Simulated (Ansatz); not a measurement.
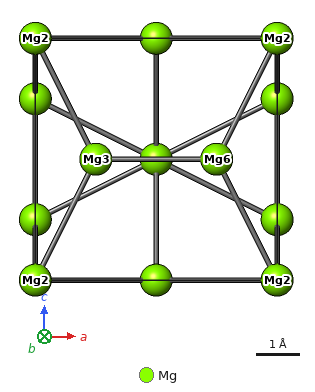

Starting structure of crystalline Mg (built on the beta-tungsten (A15)_223 type). The picture is a ball-and-stick view of the cell of the calculation, seen along the b axis.

Case: beta-tungsten (A15) type (Pm-3n, No. 223).

Theory: DFT PBE, scalar-relativistic, plane waves, PAW in Ansatz.

The input:
```yaml
crystal:
  lattice:
    - [5.6630492469, 0.0, 0.0]
    - [0.0, 5.6630492469, 0.0]
    - [0.0, 0.0, 5.6630492469]
  atoms:
    - { symbol: Mg, position: [0.5, 0.5, 0.5] }
    - { symbol: Mg, position: [0.0, 0.0, 0.0] }
    - { symbol: Mg, position: [0.25, 0.0, 0.5] }
    - { symbol: Mg, position: [0.5, 0.25, 0.0] }
    - { symbol: Mg, position: [0.5, 0.75, 0.0] }
    - { symbol: Mg, position: [0.75, 0.0, 0.5] }
    - { symbol: Mg, position: [0.0, 0.5, 0.75] }
    - { symbol: Mg, position: [0.0, 0.5, 0.25] }
basis:
  ecutwfc: 420
kpoints:
  mp_grid: { grid: [8, 8, 8] }
hamiltonian:
  xc: pbe
scf:
  occupations: { method: gaussian, width: 0.1 }
output:
  forces: true
  stress: true
  eigenvalues: true
relax:
  adjacent_minimum: "off"
  f_tol: 0.01
  max_steps: 80
  cell: { stress_tol: 0.05 }
```

Predict the outcome.

Answer. No atom moves by more than 0.005 Å relative to the cell. The volume changes by +3.2 %, with a = b = c 5.663 → 5.722 Å (+1.0 %). Near-neighbour distances that change, for instance: Mg1–Mg3 3.166 → 3.199 Å, Mg3–Mg6 2.832 → 2.861 Å. The space group stays Pm-3n (No. 223). Over 1 accepted move (2 points after the start) the energy falls by 2.7 meV per atom. All forces vanish by symmetry, so only the cell relaxes. Pressure: 1.19 GPa at the start and 0.04 GPa at the end. The SCF was repeated once at an unchanged geometry on a basis and grid sized afresh for the cell, which shifted the energy by less than 0.05 meV per atom at most. The run took roughly 70 core-seconds on a shared host.

History of the run:

| step | E − E(0), meV/atom | pressure, GPa | volume, Å³/atom | note |
| --- | --- | --- | --- | --- |
| 0 | 0.00 | 1.19 | 22.702 |  |
| 1 | -2.67 | 0.04 | 23.421 |  |
| 2 | -2.69 | 0.04 | 23.421 | same geometry, new basis |

The structure at the end:

```
Mg
1.0
     5.72225    0.00000    0.00000
     0.00000    5.72225    0.00000
     0.00000    0.00000    5.72225
Mg
8
Direct
  0.50000 0.50000 0.50000
  0.00000 0.00000 0.00000
  0.25000 0.00000 0.50000
  0.50000 0.25000 0.00000
  0.50000 0.75000 0.00000
  0.75000 0.00000 0.50000
  0.00000 0.50000 0.75000
  0.00000 0.50000 0.25000
```

The end point in the same view:

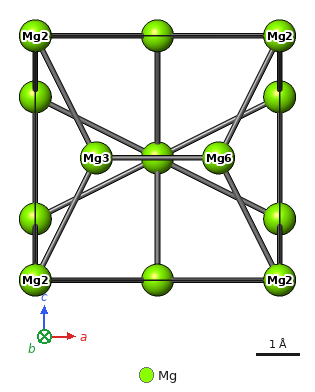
